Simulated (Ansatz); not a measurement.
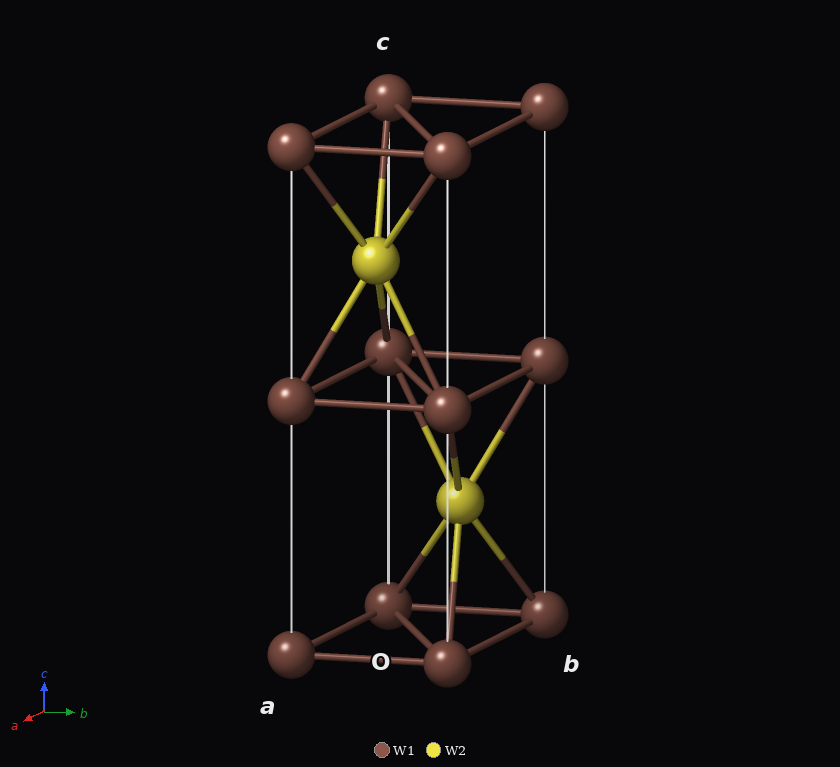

Crystal: W, the geometry relaxed with Ansatz 0.2.0, DFT, LDA (PW92), plane waves (420 eV) with PAW, scalar-relativistic; the starting structure was generated, so it need not be a known form of this composition. One unit cell; atoms that symmetry makes equivalent share a colour (atoms on faces, edges and corners are repeated). Symmetry computed with spglib at a tolerance of 0.002 Å; standard conventional cell.

a = 2.745 Å, b = 2.745 Å, c = 9.637 Å, α = 90.00°, β = 90.00°, γ = 120.00°; space group P6_3/mmc, No. 194.

One atom of each site: W1 (0, 0, 0); W2 (1/3, 2/3, 1/4).

> Give the multiplicity, Wyckoff letter and site symmetry of each site.

| site | Wyckoff | symmetry |
| --- | --- | --- |
| W1 | 2a | -3m. |
| W2 | 2c | -6m2 |

> How many free positional parameters does the structure have?

0: W1 0, W2 0.
